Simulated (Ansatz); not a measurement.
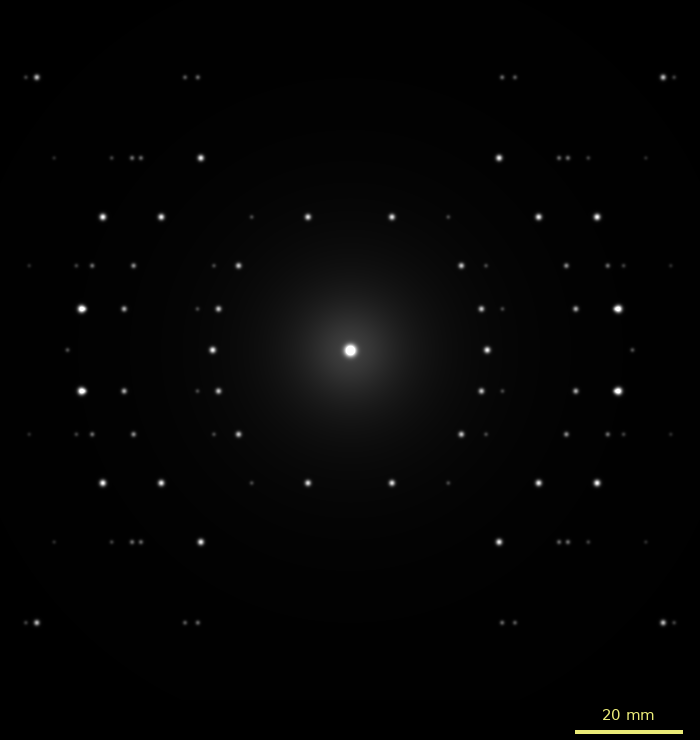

Simulated X-ray rotation photograph: Co Kα radiation (λ = 1.7902 Å), cylindrical film of radius 57.3 mm unrolled, rotation axis vertical and normal to the beam, kinematic intensities without Lorentz or polarisation factors, the film spanning ±63° about the beam; spots down to d = 1.58 Å.

What lattice repeat along the rotation axis do the layer lines give?

Answer. The first layer line lies 7.7 mm from the equator, so tan ν = 0.135, sin ν = 0.133 and the period is λ/sin ν = 13.42 Å. Further lines follow at 15.9, 25.0, 36.2, 51.3 mm.

The crystal is B, space group R-3m (No. 166), a = 4.876 Å, c = 12.500 Å (hexagonal axes). Structure: coordinates from a relaxation with DFT PBEsol, scalar-relativistic, plane waves, PAW in Ansatz 0.2.0.

About which axis was it rotated?

Answer. About [101] (or an equivalent direction), whose length in the conventional cell is 13.417 Å. The period alone comes close to that of [310] as well.
